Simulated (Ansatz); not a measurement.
**Geometry relaxation of TiSi6 (part 3 of 3)**

TiSi6 (slab, 7 atoms in the cell); DFT PBEsol, scalar-relativistic, plane waves, PAW, spin-polarised (Ansatz 0.2.0); cutoff 420 eV, 8×8×1 k-mesh, Gaussian smearing of 0.05 eV, collinear spins. The structure derives from an entry of the Crystallography Open Database. The input holds or restrains some coordinates. Forces given for the steps count only the free coordinates. It belongs to a series of runs on one base structure; here: Ti put at a bridge Si-Si site.

Geometry of the input (Å; fractional positions):
```
3.8417  0.0000  0.0000
0.0000  3.8417  0.0000
0.0000  0.0000  25.7913
Si 0.0000  0.5000  0.3296
Si 0.0000  0.0000  0.3822
Si 0.5000  0.0000  0.4349
Si 0.5000  0.5000  0.4873
Si 0.0000  0.5000  0.5400
Si 0.0000  0.0000  0.5916
Ti 0.5000  0.0000  0.6661
```

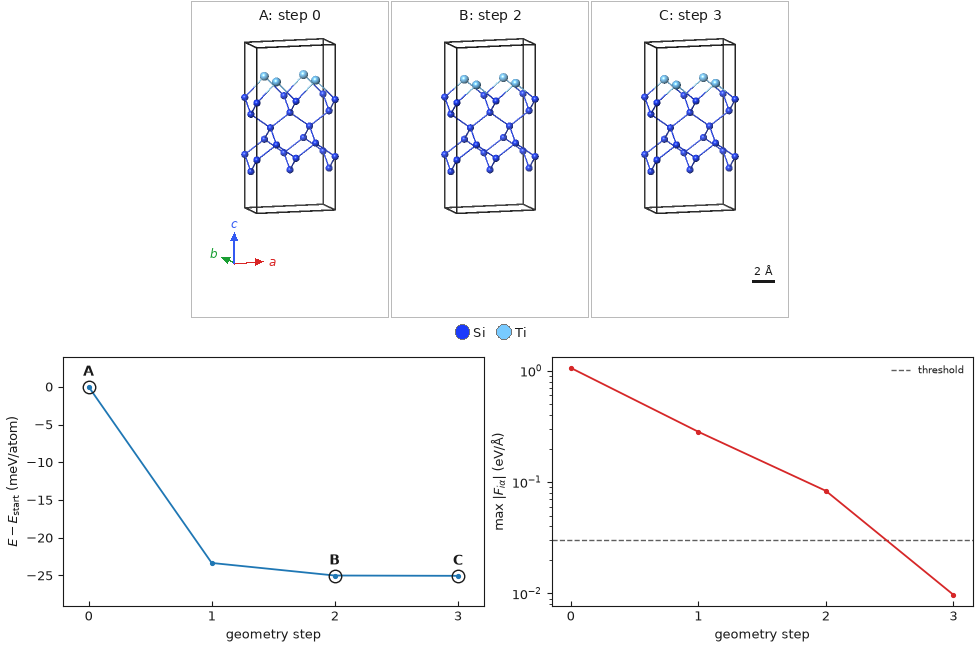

*Frames of the restrained relaxation (ball-and-stick view of the 2 × 1 repeat of the cell, with the vacuum cut short, seen slightly off an axis) above the curves, on which the letters mark them (the first geometry is step 0 here and step 1 in the log).*

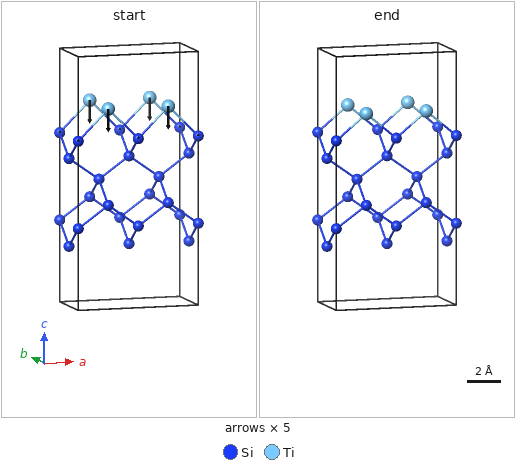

*Before (left) and after (right) the restrained relaxation, at one scale (ball-and-stick view of the 2 × 1 repeat of the cell, with the vacuum cut short, seen slightly off an axis). The black arrows give the displacements, magnified 5 times.*

The largest move is that of Ti7, 0.29 Å. Largest moves by element: Ti 0.29 Å, Si 0.03 Å. The cell doesn't change. Among the contacts that change: Si6–Ti7 2.716 → 2.500 Å, Si5–Si6 2.337 → 2.352 Å, Si4–Si5 2.354 → 2.358 Å. Among the angles that change: Ti7–Si6–Ti7 90.0° → 100.4°, Si6–Ti7–Si6 90.0° → 100.4°, Si5–Si6–Ti7 113.8° → 111.7°. After 3 geometry steps the energy has fallen by 25.0 meV per atom. Largest force component: 1.1 eV/Å at the start, 0.0097 eV/Å at the end. (Atoms are counted from 1 in the order of the input.)

```
WARN: The output density's exchange-correlation potential varies sharply where the density is thin. Do not read a vacuum level from v_tot or v_xc, or from such a field of the output density. On a cell that repeats whose density bears no net charge and no dipole along the vacuum's axis use v_es (v_loc + v_h of the components); under efield.dipole_correction with no amplitude use v_es + v_field, which holds any external_charges[].barrier, or the levels of the report's work_function block, which leave it out; under a non-zero efield.amplitude the vacuum is tilted and has no level; on a cell that repeats and bears such a dipole with no correction it is tilted too, and efield.dipole_correction with no amplitude gives each side of its ramp a level where efield: is served; in a cell that repeats whose density bears a net charge (total_charge, or a fill off its count) it is curved and has none; of a slab under crystal.periodic whose density bears no net charge use v_es, which has a level on each side, short of where the two are joined; of another it falls or rises all the way out and has none; of a slab beside external_charges read slab_vacuum_level instead, which it has where they leave it neutral. The grid or the basis barely resolves most such structure, and the values can differ between equally converged runs; as a rule a tighter scf.convergence.dr2_threshold does not remove it. Where the density itself ripples (under the LDA too) a higher basis.ecutwfc lessens it. The files hold the spikes' plane waves up to the density's cutoff. Files: v_tot_of_output_density and the like, and their columns of v_z.tsv (output.write_potential); v_xc_of_output_density and the like, and their columns of v_comp_z.tsv (output.write_potential_components). Measured: with its Gaussian average of σ = 0.25 Å subtracted twice, the exchange-correlation potential is over 0.1 eV at 72 of the grid points where the equally averaged density (valence and model cores) is under 1e-3 e/Å³, and 0.275 eV at the most among them, at an averaged density of 4.8e-9 e/Å³. The input density's (outcome.potential() and, of a run that writes arrays, v_tot and v_xc) is over 0.1 eV, so measured, at 10 points of its own thin density, 0.229 eV at the most. See output.write_potential in the manual, Limitations
SCF converged after 9 iterations
Magnetization: 1.8630 μB (18.9315 up, 17.0685 down)
Absolute magnetization: 2.1487 μB (∫|ρ↑−ρ↓|, with the PAW one-centre terms)
Spin contamination: 0.0995 ħ² per cell (⟨S²⟩ above its minimum at these occupations)
Per-site moments (μB) at R_I (Å): [(-0.014751510247645818, 0.9704316149890918), (-0.0069161881079262185, 0.9704316149890918), (-0.007577919190492735, 0.967816304025414), (-0.0034664099933604145, 0.967816304025414), (0.008076739625288928, 0.9700288906316098), (-0.03517528633902897, 0.9700288906316098), (1.1717598838387902, 1.0311255604785632)]
Free energy (F): -6197.577788 eV
Harris-Foulkes:  -6197.577789 eV  (|F-HF|=8.99e-8)
Internal energy: -6197.571667 eV  (E = F + TS)
E sigma→0 (E₀):  -6197.574728 eV
Entropy (-TS):   -0.006121 eV (-0.874 meV/atom)
Fermi energy:    -0.166938 eV
Dipole field:    D = 0.084004 V/Å  (p = 0.176711 e·Å, saw-weighted, corrected)
Work function:   Φ+ = 3.2557 eV   Φ− = 5.4223 eV
Levels:          The Fermi level and band energies are counted from a zero that moves with the ramp; work functions are not
--- Per-component energies (eV) ---
  E_band       = -436.315377
  E_kinetic    = 504.784470
  E_local      = -13546.202432  (includes V_loc(G=0)·N_el)
  E_nonlocal   = 170.188859
  E_hartree    = 6508.617602
  E_xc         = -418.229054
  E_vxc        = -393.626421  (∫ρ·V_xc dr)
  E_paw        = -4016.701081  (= ΣΔE_a)
  E_vpaw       = -186.552995  (= ΣTr[D̂ρ^β])
  E_aug_tail   = 0.000152  (compensation charges beyond the density's cutoff)
  E_efield     = 0.007422  (sawtooth field / dipole correction)
  E_vefield    = -2.157426  (∫n·V_field dr)
  E_ewald      = 4599.633647
  E_core_change = 0.328748  (= ΣΔE_core)
  E_smearing   = -0.006121  (= −TS)
  E_closure    = -0.000000  (closes the sum)
  Σ components = -6197.577788   (vs F -6197.577788, Δ=0.00e0)
--- Forces (eV/Å), atoms counted from 1 ---
  atom   1  Si     0.00000000     0.00000000     0.15387200
  atom   2  Si     0.00000000     0.00000000    -0.12235591
  atom   3  Si     0.00000000     0.00000000    -0.03760260
  atom   4  Si     0.00000000     0.00000000     0.00753448
  atom   5  Si     0.00000000     0.00000000    -0.00811375
  atom   6  Si     0.00000000     0.00000000    -0.00316578
  atom   7  Ti     0.00000000     0.00000000     0.00974012
  max |Σ_I F_I| component: 9.14e-5 eV/Å
--- Band table (eV; the first three rows and the last of 50) ---
  k-point 0 ↑: bands = ["-57.7392", "-34.3073", "-34.0549", "-34.0189", "-11.6082", "-10.4372", "-8.7223", "-6.5842", "-4.3626", "-2.5855", "-2.5403", "-2.5060", "-1.6940", "-1.5902", "-1.5277", "-0.6901", "-0.6405", "-0.4986", "-0.3232", "0.3556", "0.4109", "0.5991", "0.9964", "1.1356", "1.8185", "2.0752"]
  k-point 1 ↑: bands = ["-57.7391", "-34.3100", "-34.0547", "-34.0187", "-11.4749", "-10.3139", "-8.5845", "-6.6405", "-4.4900", "-3.4163", "-2.6995", "-2.4392", "-2.1954", "-1.5707", "-1.5214", "-1.1869", "-0.6842", "-0.3565", "-0.2993", "0.3236", "0.3429", "0.6368", "1.2921", "1.9189", "1.9578", "2.6330"]
  k-point 2 ↑: bands = ["-57.7388", "-34.3163", "-34.0541", "-34.0183", "-11.0840", "-9.9717", "-8.1916", "-6.9890", "-5.2270", "-4.2012", "-3.4954", "-2.9098", "-2.1500", "-1.6666", "-1.3444", "-1.1526", "-0.7026", "-0.5329", "-0.1845", "0.0713", "0.1910", "0.7512", "1.6681", "2.1721", "2.4021", "2.8437"]
  k-point 24 ↓: bands = ["-56.5231", "-32.9695", "-32.9216", "-32.8517", "-7.8312", "-7.8014", "-7.7834", "-7.5900", "-7.1946", "-6.6554", "-3.5285", "-3.5104", "-3.4721", "-3.2217", "-2.1471", "-1.8964", "-0.8639", "-0.7646", "0.0763", "0.5764", "1.2034", "1.6643", "1.7477", "2.0369", "2.0615", "2.5338"]
--- Relaxed structure (4 steps of the walk, 4 accepted, 0 SCFs on fresh bases) ---
  F+E_penalty+E_count = -6197.57778843 eV   max|allowed force component| = 9.740e-3 eV/Å
  atoms:
    - { symbol: Si, position: [0.0, 0.5, 0.3295690084] }
    - { symbol: Si, position: [0.0, 0.0, 0.3822322752] }
    - { symbol: Si, position: [0.5, 0.0, 0.4348955421] }
    - { symbol: Si, position: [0.5, 0.5, 0.4871318699041653] }
    - { symbol: Si, position: [0.0, 0.5, 0.5401582398033892] }
    - { symbol: Si, position: [0.0, 0.0, 0.5927559143684621] }
    - { symbol: Ti, position: [0.5, 0.0, 0.6547778276677264] }
--- Löwdin populations: 7 sites ---
  site symbol       q [e]    m [muB]
     0     Si      3.9648    -0.0463
     1     Si      3.9749    -0.0077
     2     Si      3.9304    -0.0168
     3     Si      3.9450    -0.0029
     4     Si      3.9294     0.0384
     5     Si      4.4022    -0.1150
     6     Ti     11.4785     1.9161
  spilling = 0.010412 (of n_electrons = 36.000000)
```

### File populations.tsv
```
# site	symbol	l	j	q_up	q_dn
# orbitals = lowdin
# n_electrons = 36.000000
# spilling = 0.010412
0	Si	0_3S	-	0.780294	0.785113
0	Si	1_3P	-	1.178967	1.220450
1	Si	0_3S	-	0.598000	0.597592
1	Si	1_3P	-	1.385590	1.393672
2	Si	0_3S	-	0.603050	0.602221
2	Si	1_3P	-	1.353746	1.371410
3	Si	0_3S	-	0.606842	0.605976
3	Si	1_3P	-	1.364166	1.367982
4	Si	0_3S	-	0.615838	0.598462
4	Si	1_3P	-	1.368068	1.347027
5	Si	0_3S	-	0.667759	0.674623
5	Si	1_3P	-	1.475829	1.583978
6	Ti	0_3S	-	0.977337	0.978933
6	Ti	0_4S	-	0.495624	0.297630
6	Ti	1_3P	-	2.992654	2.992582
6	Ti	2_3D	-	2.231708	0.512048
```

### Trajectory as extended XYZ (Å, eV, eV/Å), 4 frames, from step=1 to step=4
```
7
Lattice="3.8417 0.0000 0.0000 0.0000 3.8417 0.0000 0.0000 0.0000 25.7913" Properties=species:S:1:pos:R:3:forces:R:3 step=1 energy=-6197.40248
Si    0.0000    1.9209    8.5000    0.0000   0.0000   0.1403
Si    0.0000    0.0000    9.8583    0.0000   0.0000  -0.1004
Si    1.9209    0.0000   11.2165    0.0000   0.0000  -0.0487
Si    1.9209    1.9209   12.5668    0.0000   0.0000  -0.1018
Si    0.0000    1.9209   13.9273    0.0000   0.0000   0.0517
Si    0.0000    0.0000   15.2590    0.0000   0.0000   1.0626
Ti    1.9209    0.0000   17.1790    0.0000   0.0000  -1.0034
7
Lattice="3.8417 0.0000 0.0000 0.0000 3.8417 0.0000 0.0000 0.0000 25.7913" Properties=species:S:1:pos:R:3:forces:R:3 step=2 energy=-6197.56585
Si    0.0000    1.9209    8.5000    0.0000   0.0000   0.1450
Si    0.0000    0.0000    9.8583    0.0000   0.0000  -0.1099
Si    1.9209    0.0000   11.2165    0.0000   0.0000   0.0423
Si    1.9209    1.9209   12.5738    0.0000   0.0000  -0.0256
Si    0.0000    1.9209   13.9536    0.0000   0.0000  -0.0610
Si    0.0000    0.0000   15.2994    0.0000   0.0000   0.2836
Ti    1.9209    0.0000   16.9849    0.0000   0.0000  -0.2728
7
Lattice="3.8417 0.0000 0.0000 0.0000 3.8417 0.0000 0.0000 0.0000 25.7913" Properties=species:S:1:pos:R:3:forces:R:3 step=3 energy=-6197.57750
Si    0.0000    1.9209    8.5000    0.0000   0.0000   0.1541
Si    0.0000    0.0000    9.8583    0.0000   0.0000  -0.1218
Si    1.9209    0.0000   11.2165    0.0000   0.0000  -0.0243
Si    1.9209    1.9209   12.5647    0.0000   0.0000   0.0375
Si    0.0000    1.9209   13.9390    0.0000   0.0000  -0.0836
Si    0.0000    0.0000   15.2896    0.0000   0.0000   0.0457
Ti    1.9209    0.0000   16.8931    0.0000   0.0000  -0.0070
7
Lattice="3.8417 0.0000 0.0000 0.0000 3.8417 0.0000 0.0000 0.0000 25.7913" Properties=species:S:1:pos:R:3:forces:R:3 step=4 energy=-6197.57779
Si    0.0000    1.9209    8.5000    0.0000   0.0000   0.1539
Si    0.0000    0.0000    9.8583    0.0000   0.0000  -0.1224
Si    1.9209    0.0000   11.2165    0.0000   0.0000  -0.0376
Si    1.9209    1.9209   12.5637    0.0000   0.0000   0.0075
Si    0.0000    1.9209   13.9314    0.0000   0.0000  -0.0081
Si    0.0000    0.0000   15.2879    0.0000   0.0000  -0.0032
Ti    1.9209    0.0000   16.8875    0.0000   0.0000   0.0097
```

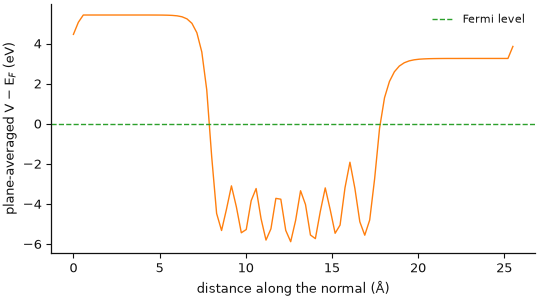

*Plane average of the electrostatic potential energy of an electron across the cell, from the Fermi level.*

The vacuum level lies 3.26 eV above the Fermi level on the upper side and 5.42 eV on the lower.

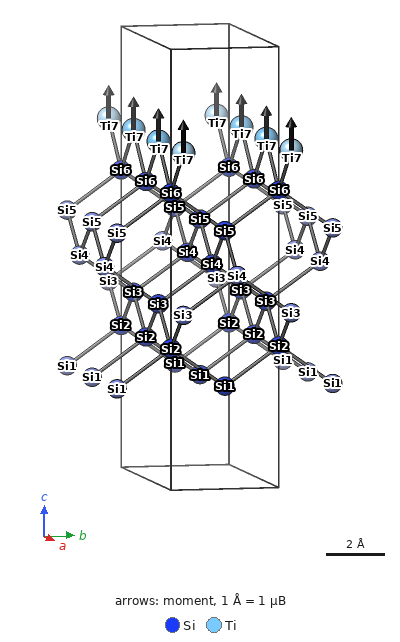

*Magnetic moments of the sites as black arrows (ball-and-stick view of the 2 × 1 repeat of the cell, with the vacuum cut short, seen slightly off an axis; neighbours outside the cell are drawn fainter; atoms are numbered from 1 in the order of the input); small moments hardly show. The run is collinear, so the axis drawn is arbitrary.*

Site moments: Ti7 (1.17 μB). They are counted near the atoms and needn't add up to the moment of the cell.

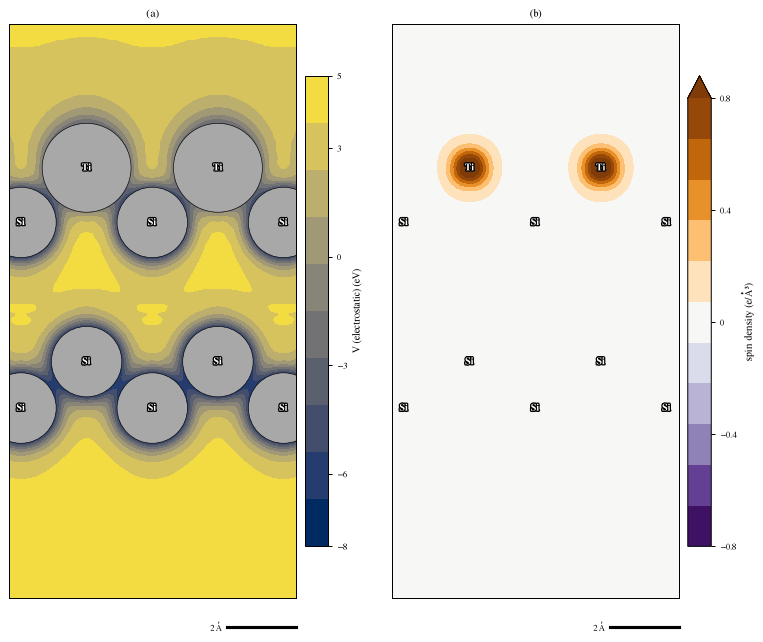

*(a) electrostatic potential (local pseudopotential plus Hartree) felt by an electron; (b) spin density (up minus down) on the (010) plane of the calculation cell, a cut from vacuum to vacuum. Grey discs, where drawn, cover atomic cores.*

The spin density sits on Ti: +1.2 μB in one cell of 7 atoms: a single local moment. The cell of the calculation (7 atoms) carries 1.9 μB net. Core electrons are frozen (PAW), so the fields are smoothed inside the atomic spheres.

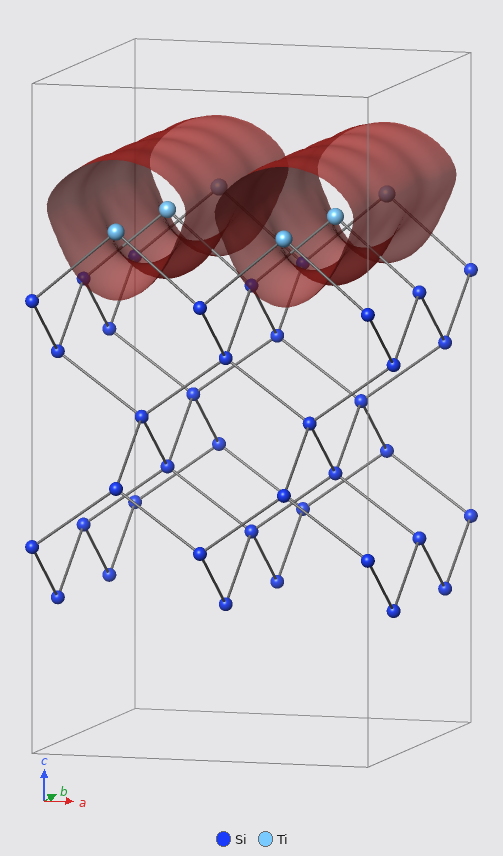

*Isosurface of the magnetisation density (up minus down) at +0.015 e/Å³ (red), seen slightly off an axis. Sticks mark near contacts.*

The spin density sits on Ti: +1.2 μB in one cell of 7 atoms: a single local moment. The cell of the calculation (7 atoms) carries 1.9 μB net.
